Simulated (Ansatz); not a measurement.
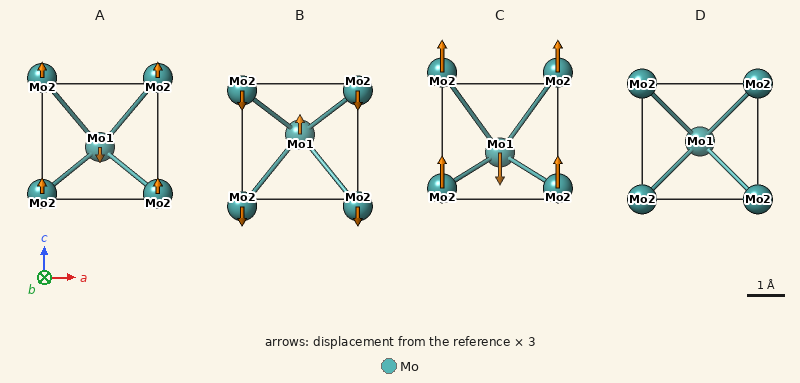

A scan of crystalline Mo (Im-3m): a normal mode of wave vector (1/2, 1/2, 1/2) of the primitive cell, folded into a doubled cell, (one arbitrary combination within a set of 3 degenerate modes) is frozen in with the cell fixed, the amplitude being the largest displacement of an atom. A ball-and-stick model of the cell of the calculation, reduced to other axes, seen along the b axis. Orange arrows: displacements from the reference. Lengths and directions refer to the drawn axes.

These are results of DFT PBE, scalar-relativistic, plane waves, PAW (Ansatz), not measurements. Set-up: plane-wave cutoff 420 eV; k-point mesh 16 × 16 × 16; occupations gaussian; smearing width 0.15 eV; no spin polarisation. Energies (free energies at the smearing named) are counted from the cell as listed in its source, which wasn't relaxed.

> Order these geometries by energy, lowest first.

Lowest first: D (the amplitude 0.00 Å, 0 meV/cell), A (the amplitude −0.15 Å, 322 meV/cell), B (the amplitude 0.1875 Å, 525 meV/cell), C (the amplitude −0.30 Å, 1345 meV/cell). Over the whole scan: the harmonic wavenumber of the mode is 160 cm⁻¹, a stable vibration. The lowest computed point lies at the amplitude 0.00 Å (0 meV/cell). The end points stand at 1345 meV/cell (−0.30 Å) and 1345 meV/cell (0.30 Å). The well is symmetric. At the highest point the shortest interatomic distance is 2.42 Å, against 2.72 Å in the reference.
